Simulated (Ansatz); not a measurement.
## Electronic structure of Si54Ni (cell with a defect) in real space

Si54Ni (cell with a defect), 55 atoms, a = 11.60 Å, b = 11.60 Å, c = 11.60 Å, α = 60.00°, β = 60.00°, γ = 60.00°.

The program warned that a starting moment wasn't kept; spin-polarised, but the moments vanished.

These are results of DFT PBE, scalar-relativistic, plane waves, PAW in Ansatz 0.2.0, not measurements.

The density is the valence pseudo-density of a PAW calculation; it isn't the true density close to the nuclei.

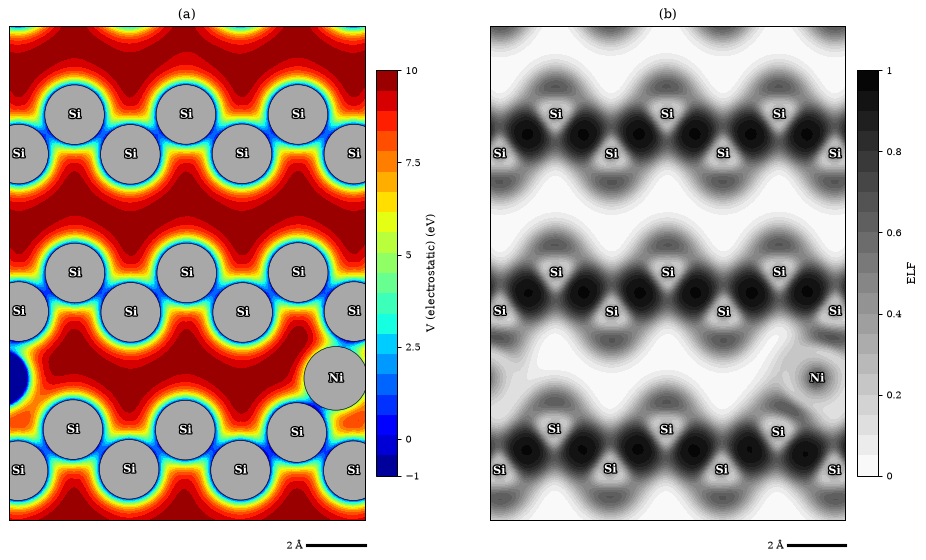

Figure 1. (a) electrostatic potential (local pseudopotential plus Hartree) felt by an electron; (b) electron localisation function on the (11̄0) plane of the calculation cell. Grey discs cover the atomic cores in the potential map.

Interpret the plot.

Answer. Atoms in the plane: Si and Ni.
Si–Ni (2.31 Å): the ELF peaks at about 0.65 in the valence shell of Si, 0.9 Å from its nucleus, and is about 0.45 at the midpoint.
Si–Si (2.37 Å): the ELF peaks at about 0.95 between the atoms; localised, covalent bonding.
Si–Ni (2.40 Å): the ELF peaks at about 0.65 in the valence shell of Si, 0.9 Å from its nucleus, and is about 0.40 at the midpoint.
The features right at Ni lie inside the PAW spheres, where the map follows smoothed inner orbitals and isn't to be read closely.
Outside the cores the potential energy rises away from the atoms and is highest about 2.1 Å from the nearest atoms; its zero is arbitrary.

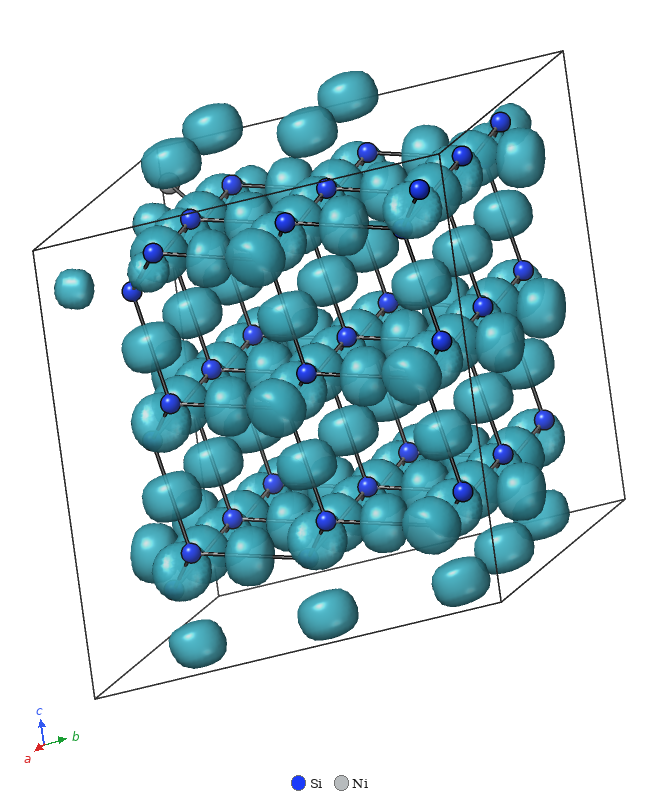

Figure 2. Isosurface of the electron localisation function at 0.85 (cyan), seen slightly off an axis. Only the valence region is drawn (cores and ρ < 0.01 e/Å³ removed). Sticks mark near contacts.

Identify the bonds, lone pairs and shells in this picture.

Answer. The surface consists of 108 regions between bonded Si–Si atoms (shared pairs), counted in one cell of 55 atoms. Regions shared between cells count once.


 Si–Si (2.34 Å): the ELF peaks at about 0.95 between the atoms.

Metal or insulator at this level of theory?

Answer. It is gapped, with a Kohn–Sham gap of 0.29 eV on the k-point mesh (the band edges may lie off the mesh, which would make the gap smaller).
